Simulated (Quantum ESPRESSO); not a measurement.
# Run report: MgS, relaxation of cell and atoms (part 1 of 4)

- system: MgS (2 atoms in the cell)
- method: Kohn-Sham DFT of a periodic cell, LDA, SSSP 1.3 efficiency PBE, no spin polarisation (Quantum ESPRESSO 7.5)

The structure derives from an entry of the Crystallography Open Database.

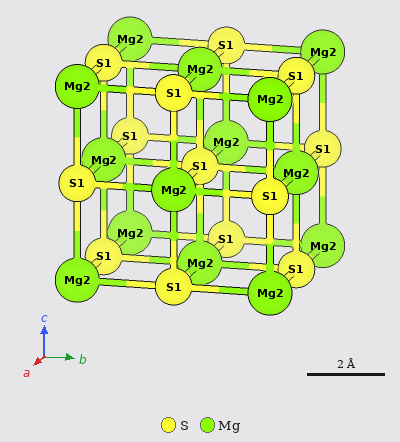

The input geometry (ball-and-stick view of the cell 4 times as large as that of the calculation, set on its symmetry axes, seen slightly off an axis; atoms are numbered from 1 in the order of the input). An atom can appear more than once, as a periodic image. Near neighbours in the periodic cell (some may lie outside the picture): S has 6 Mg at 2.60 Å; Mg has 6 S at 2.60 Å.

### Input file
```
&CONTROL
  calculation = 'vc-relax'
  prefix = 'pwscf'
  outdir = './tmp'
  pseudo_dir = './pseudo'
  tprnfor = .true.
  tstress = .true.
  disk_io = 'low'
  nstep = 40
  forc_conv_thr = 0.0004
  etot_conv_thr = 1d-05
/
&SYSTEM
  ibrav = 0
  nat = 2
  ntyp = 2
  ecutwfc = 63
  ecutrho = 506
  nbnd = 9
  input_dft = 'pz'
  occupations = 'smearing'
  smearing = 'fd'
  degauss = 0.00367493
/
&ELECTRONS
  conv_thr = 4d-10
  electron_maxstep = 120
  mixing_beta = 0.5
/
&IONS
  ion_dynamics = 'bfgs'
/
&CELL
  cell_dynamics = 'bfgs'
  press = 0
  press_conv_thr = 0.3
/
ATOMIC_SPECIES
S     32.0600 s_pbe_v1.4.uspp.F.UPF
Mg    24.3050 Mg.pbe-n-kjpaw_psl.0.3.0.UPF
CELL_PARAMETERS bohr
   0.0000000000    4.9164059721    4.9164059721
   4.9164059721    0.0000000000    4.9164059721
   4.9164059721    4.9164059721    0.0000000000
ATOMIC_POSITIONS bohr
S      4.9164059721    4.9164059721    4.9164059721
Mg     0.0000000000    0.0000000000    0.0000000000
K_POINTS automatic
9 9 9 0 0 0
```

Run on 1 thread of Intel Xeon @ 2.80GHz (Skylake/Cascade Lake), 24 GiB of memory available, shared host.

Launch command:
```bash
OMP_NUM_THREADS=1 pw.x -in pw.in > pw.out
```

### Output
```
This program is part of the open-source Quantum ESPRESSO suite
     for quantum simulation of materials; please cite
         "P. Giannozzi et al., J. Phys.:Condens. Matter 21 395502 (2009);
         "P. Giannozzi et al., J. Phys.:Condens. Matter 29 465901 (2017);
         "P. Giannozzi et al., J. Chem. Phys. 152 154105 (2020);
          URL
     in publications or presentations arising from this work. More details at

     file Mg.pbe-n-kjpaw_psl.0.3.0.UPF: wavefunction(s)  3S renormalized

     IMPORTANT: XC functional enforced from input :
     Exchange-correlation= PZ
                           (   1   1   0   0   0   0   0)
     Any further DFT definition will be discarded
     Please, verify this is what you really want

     Message from routine setup:
     using ibrav=0 with symmetry is DISCOURAGED, use correct ibrav instead

     G-vector sticks info
     --------------------
     sticks:   dense  smooth     PW     G-vecs:    dense   smooth      PW
     Sum        1675     847    253                45671    16145    2733

     Using Slab Decomposition

     bravais-lattice index     =            0
     lattice parameter (alat)  =       6.9528  a.u.
     unit-cell volume          =     237.6694 (a.u.)^3
     number of atoms/cell      =            2
     number of atomic types    =            2
     number of electrons       =         8.00
     number of Kohn-Sham states=            9
     kinetic-energy cutoff     =      63.0000  Ry
     charge density cutoff     =     506.0000  Ry
     scf convergence threshold =      4.0E-10
     mixing beta               =       0.5000
     number of iterations used =            8  plain     mixing
     energy convergence thresh.=      1.0E-05
     force convergence thresh. =      4.0E-04
     press convergence thresh. =      3.0E-01
     Exchange-correlation= PZ
                           (   1   1   0   0   0   0   0)
     nstep                     =           40

     celldm(1)=   6.952848  celldm(2)=   0.000000  celldm(3)=   0.000000
     celldm(4)=   0.000000  celldm(5)=   0.000000  celldm(6)=   0.000000

     crystal axes: (cart. coord. in units of alat)
               a(1) = (   0.000000   0.707107   0.707107 )
               a(2) = (   0.707107   0.000000   0.707107 )
               a(3) = (   0.707107   0.707107   0.000000 )

     reciprocal axes: (cart. coord. in units 2 pi/alat)
               b(1) = ( -0.707107  0.707107  0.707107 )
               b(2) = (  0.707107 -0.707107  0.707107 )
               b(3) = (  0.707107  0.707107 -0.707107 )

     PseudoPot. # 1 for S  read from file:
     s_pbe_v1.4.uspp.F.UPF
     Pseudo is Ultrasoft + core correction, Zval =  6.0
     Generated by new atomic code, or converted to UPF format
     Using radial grid of  907 points,  6 beta functions with:
                l(1) =   0
                l(2) =   0
                l(3) =   1
                l(4) =   1
                l(5) =   2
                l(6) =   2
     Q(r) pseudized with  8 coefficients,  rinner =    1.300   1.300   1.300
                                                       1.300   1.300

     PseudoPot. # 2 for Mg read from file:
     Mg.pbe-n-kjpaw_psl.0.3.0.UPF
     Pseudo is Projector augmented-wave + core cor, Zval =  2.0
     Generated using "atomic" code by A. Dal Corso  v.5.0.99 svn rev. 10869
     Shape of augmentation charge: PSQ
     Using radial grid of 1129 points,  4 beta functions with:
                l(1) =   0
                l(2) =   0
                l(3) =   1
                l(4) =   1
     Q(r) pseudized with 0 coefficients

     atomic species   valence    mass     pseudopotential
     S                 6.00    32.06000     S ( 1.00)
     Mg                2.00    24.30500     Mg( 1.00)

     48 Sym. Ops., with inversion, found

   Cartesian axes

     site n.     atom                  positions (alat units)
         1        S      tau(   1) = (   0.7071068   0.7071068   0.7071068  )
         2        Mg     tau(   2) = (   0.0000000   0.0000000   0.0000000  )

     number of k points=    35  Fermi-Dirac smearing, width (Ry)=  0.0037
                       cart. coord. in units 2pi/alat
        k(    1) = (   0.0000000   0.0000000   0.0000000), wk =   0.0027435
        k(    2) = (   0.0785674   0.0785674  -0.0785674), wk =   0.0219479
        k(    3) = (   0.1571348   0.1571348  -0.1571348), wk =   0.0219479
        k(    4) = (   0.2357023   0.2357023  -0.2357023), wk =   0.0219479
        k(    5) = (   0.3142697   0.3142697  -0.3142697), wk =   0.0219479
        k(    6) = (   0.1571348   0.0000000  -0.0000000), wk =   0.0164609
        k(    7) = (   0.2357023   0.0785674  -0.0785674), wk =   0.0658436
        k(    8) = (   0.3142697   0.1571348  -0.1571348), wk =   0.0658436
        k(    9) = (   0.3928371   0.2357023  -0.2357023), wk =   0.0658436
        k(   10) = (  -0.2357023  -0.3928371   0.3928371), wk =   0.0658436
        k(   11) = (  -0.1571348  -0.3142697   0.3142697), wk =   0.0658436
        k(   12) = (  -0.0785674  -0.2357023   0.2357023), wk =   0.0658436
        k(   13) = (  -0.0000000  -0.1571348   0.1571348), wk =   0.0329218
        k(   14) = (   0.3142697   0.0000000  -0.0000000), wk =   0.0164609
        k(   15) = (   0.3928371   0.0785674  -0.0785674), wk =   0.0658436
        k(   16) = (   0.4714045   0.1571348  -0.1571348), wk =   0.0658436
        k(   17) = (  -0.1571348  -0.4714045   0.4714045), wk =   0.0658436
        k(   18) = (  -0.0785674  -0.3928371   0.3928371), wk =   0.0658436
        k(   19) = (  -0.0000000  -0.3142697   0.3142697), wk =   0.0329218
        k(   20) = (   0.4714045   0.0000000  -0.0000000), wk =   0.0164609
        k(   21) = (   0.5499719   0.0785674  -0.0785674), wk =   0.0658436
        k(   22) = (  -0.0785674  -0.5499719   0.5499719), wk =   0.0658436
        k(   23) = (  -0.0000000  -0.4714045   0.4714045), wk =   0.0329218
        k(   24) = (   0.6285394   0.0000000  -0.0000000), wk =   0.0164609
        k(   25) = (  -0.0000000  -0.6285394   0.6285394), wk =   0.0329218
        k(   26) = (   0.3142697   0.1571348  -0.0000000), wk =   0.0658436
        k(   27) = (   0.3928371   0.2357023  -0.0785674), wk =   0.1316872
        k(   28) = (  -0.2357023  -0.3928371   0.5499719), wk =   0.1316872
        k(   29) = (   0.4714045   0.1571348  -0.0000000), wk =   0.0658436
        k(   30) = (  -0.1571348  -0.4714045   0.6285394), wk =   0.1316872
        k(   31) = (  -0.0785674  -0.3928371   0.5499719), wk =   0.1316872
        k(   32) = (   0.0000000  -0.3142697   0.4714045), wk =   0.0658436
        k(   33) = (  -0.0785674  -0.5499719   0.7071068), wk =   0.0658436
        k(   34) = (  -0.0000000  -0.4714045   0.6285394), wk =   0.0658436
        k(   35) = (  -0.0785674  -0.3928371   0.7071068), wk =   0.0658436

     Dense  grid:    45671 G-vectors     FFT dimensions: (  50,  50,  50)

     Smooth grid:    16145 G-vectors     FFT dimensions: (  36,  36,  36)

     Initial potential from superposition of free atoms

     starting charge       7.9990, renormalised to       8.0000
     Starting wfcs are    8 randomized atomic wfcs +    1 random wfcs

     Self-consistent Calculation

     iteration #  1     ecut=    63.00 Ry     beta= 0.50
     Davidson diagonalization with overlap
     ethr =  1.00E-02,  avg # of iterations =  6.3

     Threshold (ethr) on eigenvalues was too large:
     Diagonalizing with lowered threshold

     Davidson diagonalization with overlap
     ethr =  9.40E-04,  avg # of iterations =  1.2

     total energy              =     -56.15280930 Ry
     estimated scf accuracy    <       0.07468133 Ry

     iteration #  2     ecut=    63.00 Ry     beta= 0.50
     Davidson diagonalization with overlap
     ethr =  9.34E-04,  avg # of iterations =  2.0

     total energy              =     -56.16634070 Ry
     estimated scf accuracy    <       0.00303329 Ry

     iteration #  3     ecut=    63.00 Ry     beta= 0.50
     Davidson diagonalization with overlap
     ethr =  3.79E-05,  avg # of iterations =  4.8

     total energy              =     -56.16653657 Ry
     estimated scf accuracy    <       0.00067914 Ry

     iteration #  4     ecut=    63.00 Ry     beta= 0.50
     Davidson diagonalization with overlap
     ethr =  8.49E-06,  avg # of iterations =  4.2

     total energy              =     -56.16682241 Ry
     estimated scf accuracy    <       0.00000440 Ry

     iteration #  5     ecut=    63.00 Ry     beta= 0.50
     Davidson diagonalization with overlap
     c_bands:  1 eigenvalues not converged
     ethr =  5.49E-08,  avg # of iterations =  6.8

     total energy              =     -56.16686370 Ry
     estimated scf accuracy    <       0.00000057 Ry

     iteration #  6     ecut=    63.00 Ry     beta= 0.50
     Davidson diagonalization with overlap
     ethr =  7.17E-09,  avg # of iterations =  3.0

     total energy              =     -56.16686386 Ry
     estimated scf accuracy    <       0.00000001 Ry

     iteration #  7     ecut=    63.00 Ry     beta= 0.50
     Davidson diagonalization with overlap
     ethr =  1.25E-10,  avg # of iterations =  6.6

     End of self-consistent calculation

          k = 0.0000 0.0000 0.0000 (  1989 PWs)   bands (ev):

    -7.8313   4.9087   4.9087   4.9087   8.3420  12.7163  12.7163  15.1241
    17.7872

          k = 0.0786 0.0786-0.0786 (  2004 PWs)   bands (ev):

    -7.7092   4.0045   4.8276   4.8276   9.0529  12.4208  12.9274  12.9274
    14.5212

          k = 0.1571 0.1571-0.1571 (  2000 PWs)   bands (ev):

    -7.3702   2.4149   4.6395   4.6395   9.6479  12.7099  12.7099  12.7488
    14.7216

          k = 0.2357 0.2357-0.2357 (  2006 PWs)   bands (ev):

    -6.9130   0.9757   4.4500   4.4500   9.4688  12.0400  12.0400  14.0520
    16.2320

          k = 0.3143 0.3143-0.3143 (  2009 PWs)   bands (ev):

    -6.5513   0.0922   4.3375   4.3375   9.2631  11.6488  11.6488  14.7232
    16.6909

          k = 0.1571 0.0000-0.0000 (  2017 PWs)   bands (ev):

    -7.6690   4.0318   4.6389   4.6389   9.3407  11.9129  13.2485  13.2485
    13.4853

          k = 0.2357 0.0786-0.0786 (  2000 PWs)   bands (ev):

    -7.4031   2.8438   4.3853   4.4643  10.0728  11.6362  12.3615  13.4870
    14.1863

          k = 0.3143 0.1571-0.1571 (  1995 PWs)   bands (ev):

    -6.9827   1.4536   4.1841   4.1917  10.0314  11.5472  12.6940  12.8850
    15.5751

          k = 0.3928 0.2357-0.2357 (  1996 PWs)   bands (ev):

    -6.5759   0.4219   3.8872   4.1291   9.8324  11.1180  12.2629  14.3030
    16.3511

          k =-0.2357-0.3928 0.3928 (  1996 PWs)   bands (ev):

    -6.4428   0.1279   3.6983   4.2141   9.8351  11.0818  11.9478  15.0609
    16.8393

          k =-0.1571-0.3143 0.3143 (  2009 PWs)   bands (ev):

    -6.6958   0.7050   3.6863   4.4170  10.0333  11.4595  12.0159  14.0791
    15.9593

          k =-0.0786-0.2357 0.2357 (  2002 PWs)   bands (ev):

    -7.1334   1.8844   3.8859   4.6629  10.2738  12.1643  12.4915  12.5900
    14.2897

          k =-0.0000-0.1571 0.1571 (  2013 PWs)   bands (ev):

    -7.5148   3.1833   4.3252   4.8356   9.8256  12.0258  13.0037  13.2303
    13.3800

          k = 0.3143 0.0000-0.0000 (  2008 PWs)   bands (ev):

    -7.2235   2.6220   4.0630   4.0630   9.9997  10.6553  12.5542  14.5373
    14.5373

          k = 0.3928 0.0786-0.0786 (  2008 PWs)   bands (ev):

    -6.8801   1.7539   3.6728   3.8239   9.5528  10.5805  12.8450  14.3854
    15.7601

          k = 0.4714 0.1571-0.1571 (  2008 PWs)   bands (ev):

    -6.4997   0.9206   3.0953   3.7486   9.3230  11.3005  13.0873  13.6228
    17.0310

          k =-0.1571-0.4714 0.4714 (  2010 PWs)   bands (ev):

    -6.2918   0.5346   2.6208   3.8574   9.4625  11.7334  13.0178  14.0358
    17.0720

          k =-0.0786-0.3928 0.3928 (  1997 PWs)   bands (ev):

    -6.4105   0.7738   2.4786   4.1186   9.9898  11.8911  12.6740  13.7662
    16.1947

          k =-0.0000-0.3143 0.3143 (  2003 PWs)   bands (ev):

    -6.7627   1.3517   2.9024   4.4398  10.7597  11.9979  12.3408  12.5441
    14.7515

          k = 0.4714 0.0000-0.0000 (  2016 PWs)   bands (ev):

    -6.6362   1.4335   3.5295   3.5295   8.5514   9.7019  14.4402  16.1134
    16.1134

          k = 0.5500 0.0786-0.0786 (  2005 PWs)   bands (ev):

    -6.3455   1.0040   2.9825   3.4071   8.2884   9.8870  14.8078  15.4625
    17.2978

          k =-0.0786-0.5500 0.5500 (  2020 PWs)   bands (ev):

    -6.1568   0.9493   2.0562   3.4885   8.5350  11.0959  14.5190  14.6494
    17.0666

          k =-0.0000-0.4714 0.4714 (  2015 PWs)   bands (ev):

    -6.1868   1.1913   1.5160   3.7533   9.1166  12.4729  13.5981  14.0068
    16.3818

          k = 0.6285 0.0000-0.0000 (  2012 PWs)   bands (ev):

    -6.1842   0.7264   3.2276   3.2276   7.5664   9.2072  16.3635  17.6457
    17.6458

          k =-0.0000-0.6285 0.6285 (  2014 PWs)   bands (ev):

    -6.1076   0.7311   2.7069   3.2571   7.8147   9.6522  16.1022  16.1931
    17.5589

          k = 0.3143 0.1571-0.0000 (  1998 PWs)   bands (ev):

    -7.0959   2.0840   3.6730   4.3739  10.5697  11.3076  11.8033  13.7912
    14.4547

          k = 0.3928 0.2357-0.0786 (  2007 PWs)   bands (ev):

    -6.6904   1.1527   3.1698   4.1168  10.4570  11.1540  12.3158  13.4473
    15.7496

          k =-0.2357-0.3928 0.5500 (  2007 PWs)   bands (ev):

    -6.3788   0.4903   2.9713   3.8960  10.3813  10.7026  12.8504  14.1127
    17.0014

          k = 0.4714 0.1571-0.0000 (  2014 PWs)   bands (ev):

    -6.5568   1.2742   3.0826   3.5680   9.2697  10.5264  13.0437  15.0501
    16.1794

          k =-0.1571-0.4714 0.6285 (  2007 PWs)   bands (ev):

    -6.2681   0.9488   2.4380   3.3300   9.3935  11.3650  12.7905  14.6942
    17.1683

          k =-0.0786-0.3928 0.5500 (  2005 PWs)   bands (ev):

    -6.1867   0.9404   1.9850   3.4206   9.7258  11.7936  13.4565  13.7021
    16.8362

          k = 0.0000-0.3143 0.4714 (  2005 PWs)   bands (ev):

    -6.3687   1.0424   2.2332   3.7543  10.2641  11.6389  12.3689  14.0090
    16.3894

          k =-0.0786-0.5500 0.7071 (  2008 PWs)   bands (ev):

    -6.1562   0.8783   2.7526   2.9475   8.4013  10.0955  14.6166  15.8186
    17.8138

          k =-0.0000-0.4714 0.6285 (  2010 PWs)   bands (ev):

    -6.0929   1.1282   1.8963   3.0234   9.0072  11.2674  13.8758  14.5190
    17.6635

          k =-0.0786-0.3928 0.7071 (  2004 PWs)   bands (ev):

    -6.1072   1.2860   1.8666   2.7331   9.9015  12.1525  12.3891  13.8604
    18.2931

     the Fermi energy is     6.0785 ev

!    total energy              =     -56.16686389 Ry
     estimated scf accuracy    <          3.1E-10 Ry
     smearing contrib. (-TS)   =      -0.00000000 Ry
     internal energy E=F+TS    =     -56.16686389 Ry

     The total energy is F=E-TS. E is the sum of the following terms:
     one-electron contribution =       1.77243599 Ry
     hartree contribution      =       3.08100782 Ry
     xc contribution           =     -10.06385039 Ry
     ewald contribution        =     -21.31110341 Ry
     one-center paw contrib.   =     -29.64535391 Ry

     convergence has been achieved in   7 iterations

     Forces acting on atoms (cartesian axes, Ry/au):
```
